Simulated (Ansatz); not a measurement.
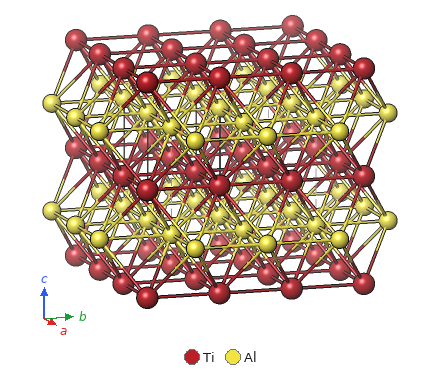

TiAl (space group P4/mmm, No. 123). Coordinates: the geometry relaxed with DFT PBE, scalar-relativistic, plane waves, PAW (Ansatz); the starting structure was generated, so it need not be a known form of this composition.

Bonds are taken as Al–Al below 3.2 Å, Al–Ti below 3.2 Å and Ti–Ti below 3.2 Å; no other contact counts. The graph is simplified in the usual way: terminal and isolated atoms are pruned, two-connected atoms become edges.

### What kind of net remains, and which atoms are its nodes?

A uninodal 12-connected, three-periodic net: Ti and Al are 12-connected nodes.

### Name the underlying net.

It is the fcu net, known from cubic close packing.

### Is the net interpenetrated?

It is a single net, without interpenetration.

### Give the point symbol of each node (shortest cycle at each angle).

Ti and Al: 3²⁴·4³⁶·5⁶.
